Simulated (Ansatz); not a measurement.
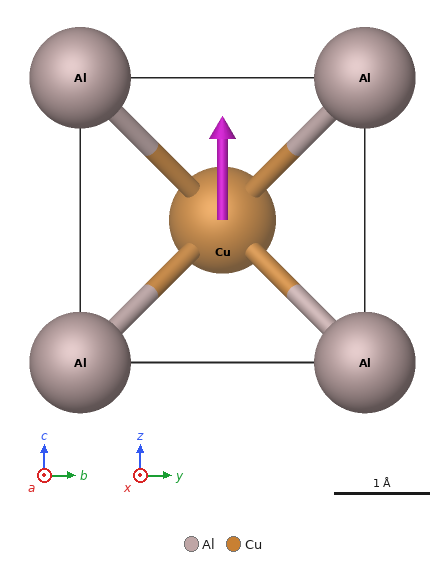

Energy scan for solid AlCu (Pm-3m), in which the whole Cu sublattice is shifted rigidly, along Cartesian [0 0 1], all else fixed. The picture shows the reference cell. The purple arrows give the direction of positive displacement. Style: ball-and-stick. Shown: the cell of the calculation, along the a axis.

Theory: DFT LDA, scalar-relativistic, plane waves, PAW (Ansatz 0.2.0). (plane-wave cutoff 420 eV; k-point mesh 16 × 16 × 16; occupations gaussian; smearing width 0.15 eV; no spin polarisation). Energies (free energies at the smearing named) are counted from the cell as listed in its source, which wasn't relaxed.

Input
```yaml
crystal:
  lattice:
    - [2.997509, 0.0, 0.0]
    - [0.0, 2.997509, 0.0]
    - [0.0, 0.0, 2.997509]
  atoms:
    - { symbol: Al, position: [0.0, 0.0, 0.0] }
    - { symbol: Cu, position: [0.5, 0.5, 0.5] }
basis:
  ecutwfc: 420
kpoints:
  mp_grid: { grid: [16, 16, 16] }
hamiltonian:
  xc: lda
scf:
  occupations: { method: gaussian, width: 0.15 }
output:
  forces: true
  stress: true
  eigenvalues: true
```

### Predict the energy profile (the displacement: −0.5000, −0.3750, −0.2500, −0.1250, 0.0000, 0.1250, 0.1875, 0.2500, 0.3125, 0.3750, 0.4375, 0.5000 Å).

```
displacement (Å)  energy change (meV/cell)
         −0.5000                       405
         −0.3750                       228
         −0.2500                       101
         −0.1250                        25
          0.0000                         0
          0.1250                        25
          0.1875                        56
          0.2500                       101
          0.3125                       158
          0.3750                       228
          0.4375                       310
          0.5000                       405
```

Points that are alike by symmetry were computed once.

Of the computed points the lowest is at the displacement 0.00 Å, 0 meV/cell. The end points stand at 405 meV/cell (−0.50 Å) and 405 meV/cell (0.50 Å). The curvature at zero is about 3.2 eV/Å² per cell. The well is symmetric. At the highest point the shortest interatomic distance is 2.34 Å, against 2.60 Å in the reference. The distortion takes the space group from Pm-3m to P4mm.

The computed profile (hollow markers are points alike by symmetry):

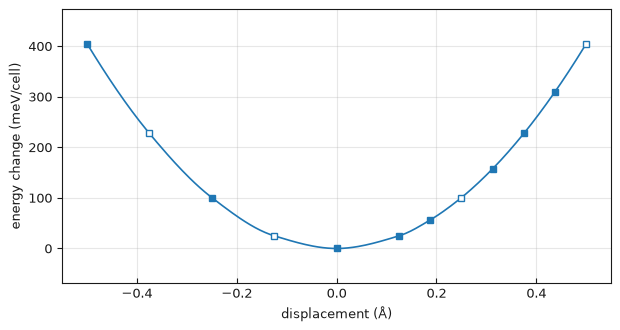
